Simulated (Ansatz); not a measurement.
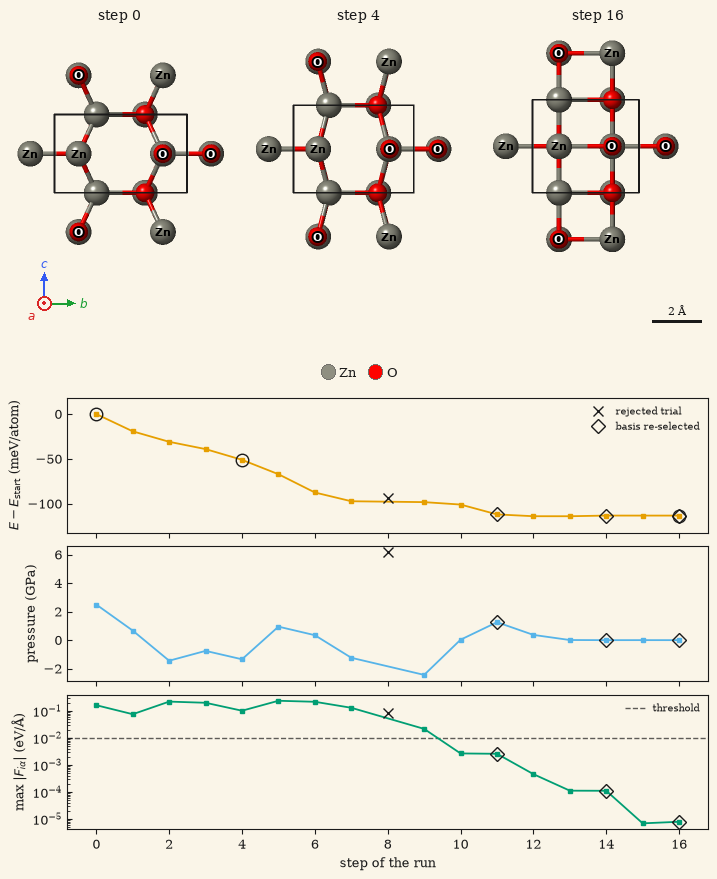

Frames of a relaxation of a crystal of ZnO (set up in P4_2/mnm), marked on the history of the run. A ball-and-stick model of the cell of the calculation, seen along the a axis.

Case: relaxed kmesh: [1, 1, 2] Gamma-centred.

These are results of DFT PBE, scalar-relativistic, plane waves, PAW (Ansatz), not measurements.

The input:
```yaml
crystal:
  lattice:
    - [5.51757007, 0.0, 0.0]
    - [0.0, 5.51757007, 0.0]
    - [0.0, 0.0, 3.25877877]
  atoms:
    - { symbol: Zn, position: [0.18197284, 0.18197284, 0.5] }
    - { symbol: Zn, position: [0.81802716, 0.81802716, 0.5] }
    - { symbol: Zn, position: [0.68197284, 0.31802716, 0.0] }
    - { symbol: Zn, position: [0.31802716, 0.68197284, 0.0] }
    - { symbol: O, position: [0.81724723, 0.18275277, 0.5] }
    - { symbol: O, position: [0.18275277, 0.81724723, 0.5] }
    - { symbol: O, position: [0.68275277, 0.68275277, 0.0] }
    - { symbol: O, position: [0.31724723, 0.31724723, 0.0] }
basis:
  ecutwfc: 420
kpoints:
  mp_grid: { grid: [1, 1, 2] }
hamiltonian:
  xc: pbe
scf:
  occupations: { method: gaussian, width: 0.02 }
output:
  forces: true
  stress: true
  eigenvalues: true
relax:
  adjacent_minimum: "off"
  f_tol: 0.01
  max_steps: 60
  cell: { stress_tol: 0.05 }
```

Launched with:
```bash
ansatz run input.yaml --threads 2 --pin off --max-ram 5120MiB --backend cpu --events-out ev --progress --plain --runs-dir out
```

Q: What happens along the run?

A: After 12 accepted moves (16 points after the start) the energy has fallen by 113 meV per atom. Largest force component: 0.16 eV/Å at the start, under 0.0001 eV/Å at the end. The pressure goes from 2.50 to 0.00 GPa. The line search rejected the trial step at point 8 of the run. At 3 points the geometry stayed and the basis and grid were re-selected for the new cell (energy shift of 11.0 meV per atom at most each time). The largest moves relative to the cell, 0.43 Å, are those of Zn1, Zn2, Zn3 and Zn4. Zn3 goes along [1 −1 0]. Largest moves by element: Zn 0.43 Å, O 0.42 Å. Cell: a = b 5.518 → 4.433 Å (−19.7 %), c 3.259 → 3.872 Å (+18.8 %). Volume −23.3 %. Some distances before and after: Zn1–O5 3.505 → 2.216 Å, Zn1–O5 (another image) 2.012 → 2.216 Å, Zn1–O8 1.941 → 1.936 Å. New bonds form: Zn1–O5 (3.51 → 2.22 Å), Zn1–O6 (3.51 → 2.22 Å), Zn2–O5 (3.51 → 2.22 Å), Zn2–O6 (3.51 → 2.22 Å). Among the angles between lasting bonds that change: O7–Zn2–O7 114.1° → 180.0°, Zn2–O7–Zn2 114.1° → 180.0°, Zn2–O7–Zn3 112.7° → 90.0°. The space group (tolerance 0.01 Å) goes from P4_2/mnm (No. 136) to I4/mmm (No. 139). From step 0 to 4: Zn atoms move most (0.17 Å), volume −8.0 %, energy −51.0 meV per atom. From step 4 to 16: O atoms move most (0.31 Å), volume −16.7 %, energy −62.2 meV per atom.
